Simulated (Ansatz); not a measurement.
# Single-point calculation of TaN

System: TaN (4 atoms in the cell).
Method: DFT PBEsol, scalar-relativistic, plane waves, PAW, no spin polarisation (Ansatz 0.2.0).

The structure derives from an entry of the Crystallography Open Database. Figures and captions count atoms from 1; the log counts them from 0 in places.

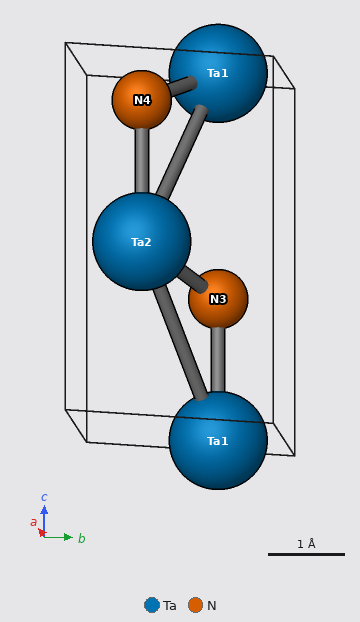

The structure as given in the input (ball-and-stick view of the cell of the calculation, seen at an oblique angle; atoms are numbered from 1 in the order of the input). An atom can appear more than once, as a periodic image.

### Summary

```csv
quantity,value
outcome,converged
space group (tolerance 0.01 Å),P6₃mc (186)
electrons treated,36
free energy,−20368.6102 eV
Fermi energy,22.436 eV
gap on the k-point mesh,none (metallic)
pressure,126.64 GPa
largest force (length of the vector),2.229 eV/Å
hardware,"4 threads of AMD EPYC (Zen 3), 32 GiB of memory available, shared host"
wall time,0.57 s (CPU time 1.5 s)
peak memory,0.37 GiB
```

### Notes

Spin–orbit coupling is left out, which matters for Ta. The cell is under a pressure of 127 GPa at this level, so it is not at its equilibrium volume.

### Input file
```yaml
crystal:
  lattice:
    - [3.0500010905, 0.0, 0.0]
    - [-1.5250005453, 2.641378426, 0.0]
    - [0.0, 0.0, 4.94]
  atoms:
    - { symbol: Ta, position: [0.3333333333, 0.6666666667, 0.0] }
    - { symbol: Ta, position: [0.6666666667, 0.3333333333, 0.5] }
    - { symbol: "N", position: [0.3333333333, 0.6666666667, 0.385] }
    - { symbol: "N", position: [0.6666666667, 0.3333333333, 0.885] }
basis:
  ecutwfc: 420
kpoints:
  mp_grid: { grid: [6, 6, 4] }
hamiltonian:
  xc: pbesol
scf:
  occupations: { method: gaussian, width: 0.1 }
output:
  forces: true
  stress: true
  eigenvalues: true
```

Run as:
```bash
ansatz run input.yaml --threads 4 --pin off --max-ram 10240MiB --backend cpu --events-out ev --progress --plain --runs-dir out
```

### What the program printed
```
Engine: ansatz 0.2.0, x86_64-unknown-linux-gnu
Pseudopotentials: kind: paw
Pseudopotential: Ta, paw, valence charge 13, recommended cutoff 420 eV (normal), Ta.paw.azcp
Pseudopotential: N, paw, valence charge 5, recommended cutoff 420 eV (normal), N.paw.azcp
Functional definition: PBEsol
  exchange = pbesol_x
  correlation = pbesol_c
Crystal: 4 atoms, lattice volume = 39.798 Å³
Basis set: ecut = 420 eV, 785 PW (Γ), exchange–correlation on 48×48×72 points (8 copies of the dense FFT grid, shifted against one another)
Bands: 22, of which v1, the nominal top of the filled ones, is band 18 counted from 1 (17 counted from 0)
Symmetry: 12 space group operations
Space group: P63mc (ITA 186), of the structure as read, at distance tolerance 3.4e-5 Å
k-points: 21 of 144 (time reversal used)
Non-local potential: Ta, projectors of the file, l = 0: 3, l = 1: 2, l = 2: 2, l = 3: 1
Non-local potential: N, projectors of the file, l = 0: 2, l = 1: 2, l = 2: 1
PAW form: soft (Blöchl's): semilocal exchange-correlation on the pseudo side does not see the compensation charge
PAW frozen core: Ta, regenerated for the run's functional, and the local potential with it (the file was generated under x = pbe(κ = 0.804, μ = 0.2195149727645171), c = pbe(β = 0.06672455060314922))
PAW frozen core: N, regenerated for the run's functional, and the local potential with it (the file was generated under x = pbe(κ = 0.804, μ = 0.2195149727645171), c = pbe(β = 0.06672455060314922))
PAW one-centre angular grid: Ta, 590 points (default); XC on 64 Gauss nodes
PAW one-centre angular grid: N, 110 points (default); XC on 64 Gauss nodes
Initial density: superposition of atomic densities (neutral atoms: chi_scale 0, normalization atom), corrected by the library's trained network
Initial wavefunctions: pseudopotential atomic-orbital guess
Functional: x = pbesol(κ = 0.804, μ = 0.12345679012345678), c = pbesol(β = 0.046)
SCF iter   1: F=—  HF=-20368.736947 eV  |F-HF|=—  |Δ(HF+E_count)|=         —  Δρ=3.49e-2  dr2=4.65e-1  ethr=1.77e-3  ⟨swp⟩=5.2  Hψ=2145  notcnv=0
preconditioner: auto → none  [insulator: Δε(μ)=0.228 eV  Ē_g=10.086 eV  σ=0.100 eV  W_gap=0.70  n_scr=10 (ndim 8)  ℏωp=26.3 eV  f_vac=0.000  D(μ)=1.41/eV (n_scr^D=8)  ε∞_Penn≈7.8]
SCF iter   2: F=—  HF=-20368.611547 eV  |F-HF|=—  |Δ(HF+E_count)|=   1.25e-1  Δρ=5.63e-3  dr2=6.19e-3  ethr=1.29e-3  ⟨swp⟩=2.0  Hψ=828  notcnv=0  defer=2
SCF iter   3: F=—  HF=-20368.610150 eV  |F-HF|=—  |Δ(HF+E_count)|=   1.40e-3  Δρ=2.20e-3  dr2=6.75e-4  ethr=1.72e-5  ⟨swp⟩=2.0  Hψ=601  notcnv=0  defer=2
SCF iter   4: F=—  HF=-20368.610180 eV  |F-HF|=—  |Δ(HF+E_count)|=   3.02e-5  Δρ=1.85e-4  dr2=7.37e-6  ethr=1.88e-6  ⟨swp⟩=2.5  Hψ=710  notcnv=0  defer=2
SCF iter   5: F=—  HF=-20368.610179 eV  |F-HF|=—  |Δ(HF+E_count)|=   1.20e-6  Δρ=4.19e-5  dr2=1.96e-7  ethr=2.05e-8  ⟨swp⟩=2.0  Hψ=774  notcnv=0  defer=2
SCF iter   6: F=-20368.610179 eV  HF=-20368.610179 eV  |F-HF|=7.03e-9  |Δ(HF+E_count)|=   6.24e-8  Δρ=5.76e-6  dr2=9.29e-9  ethr=2.78e-10  ⟨swp⟩=6.0  Hψ=1919  notcnv=0
SCF 1 converged in 6 iterations: F = -20368.610179 eV  dr2 = 9.29e-9
  greatest PAW one-centre occupation: 1.000 electrons in one spin orbital (limit 2), on the Ta atom at site 1 (counted from 0), in its partial waves of l = 0
```

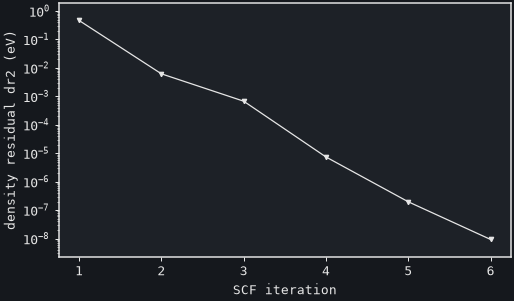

Convergence of the self-consistent field: density residual dr2 against the SCF iteration. The residual falls at every step.

```
SCF converged after 6 iterations
Free energy (F): -20368.610179 eV
Harris-Foulkes:  -20368.610179 eV  (|F-HF|=7.03e-9)
Internal energy: -20368.602657 eV  (E = F + TS)
E sigma→0 (E₀):  -20368.606418 eV
Entropy (-TS):   -0.007523 eV (-1.881 meV/atom)
Fermi energy:    22.436013 eV
--- Per-component energies (eV) ---
  E_band       = -52.217714
  E_kinetic    = 1042.308074
  E_local      = -1349.362965  (includes V_loc(G=0)·N_el)
  E_nonlocal   = 139.823772
  E_hartree    = 485.567797
  E_xc         = -565.279437
  E_vxc        = -575.448589  (∫ρ·V_xc dr)
  E_paw        = -16799.830031  (= ΣΔE_a)
  E_vpaw       = -280.674486  (= ΣTr[D̂ρ^β])
  E_aug_tail   = 0.000585  (compensation charges beyond the density's cutoff)
  E_ewald      = -3322.313943
  E_core_change = 0.483491  (= ΣΔE_core)
  E_smearing   = -0.007523  (= −TS)
  E_closure    = 0.000000  (closes the sum)
  Σ components = -20368.610179   (vs F -20368.610179, Δ=0.00e0)
--- Forces (eV/Å), atoms counted from 1 ---
  atom   1  Ta    -0.00000000    -0.00000000     2.22873580
  atom   2  Ta     0.00000000     0.00000000     2.22873580
  atom   3  N      0.00000000    -0.00000000    -2.22872662
  atom   4  N      0.00000000     0.00000000    -2.22872662
  max |Σ_I F_I| component: 1.84e-5 eV/Å
--- Stress (GPa, compression-positive) ---
      135.205252       0.000000      -0.000000
       -0.000000     135.205252       0.000000
        0.000000      -0.000000     109.521315
  P = ⅓ Tr σ = 126.6439 GPa (1266.439 kbar)
--- Band table (eV; the first three rows and the last of 21) ---
  k-point 0: bands = ["-45.7188", "-45.6219", "-13.5232", "-12.4066", "-12.4066", "-12.2136", "-12.2136", "-12.1550", "3.3407", "4.9525", "13.7165", "13.7165", "14.0487", "14.6804", "14.6804", "14.9909", "21.6839", "21.6839", "22.1882", "24.6683", "25.1905", "25.1905"]
  k-point 1: bands = ["-45.7047", "-45.6362", "-13.3418", "-12.3787", "-12.3787", "-12.3777", "-12.2423", "-12.2423", "3.7071", "4.8613", "13.6737", "13.8096", "13.8096", "14.2628", "14.4847", "14.4847", "22.2642", "22.2642", "22.9817", "25.0110", "25.0110", "25.1389"]
  k-point 2: bands = ["-45.6706", "-45.6706", "-12.8802", "-12.8802", "-12.3108", "-12.3108", "-12.3108", "-12.3108", "4.4274", "4.4274", "13.4707", "13.4707", "14.0975", "14.0975", "14.0975", "14.0975", "23.7229", "23.7229", "23.7229", "23.7229", "24.3855", "24.3855"]
  k-point 20: bands = ["-45.6008", "-45.6008", "-13.4468", "-13.4468", "-12.9193", "-12.9193", "-12.4366", "-12.4366", "6.0110", "6.0110", "13.7434", "13.7434", "14.8807", "14.8807", "16.4067", "16.4067", "20.5242", "20.5242", "24.5020", "24.5020", "25.5260", "25.5260"]
```

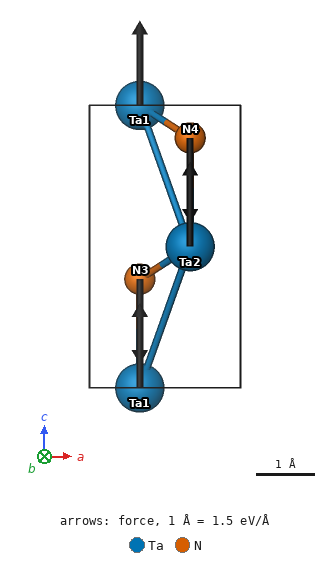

Forces on the atoms as black arrows (ball-and-stick view of the cell of the calculation, along the b axis; atoms are numbered from 1 in the order of the input). The largest act on Ta1, Ta2 (2.23 eV/Å); N3, N4 (2.23 eV/Å). The geometry is not a stationary point of this energy.

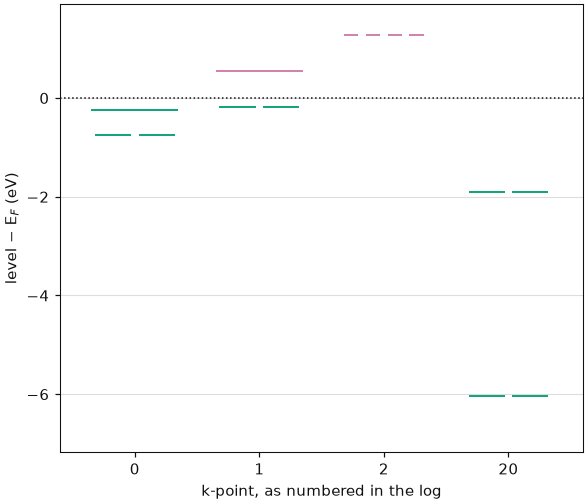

Kohn–Sham levels near the Fermi level (dotted) at the few k-points that the log prints; levels within 0.02 eV of each other stand side by side. The system is metallic on the full mesh.
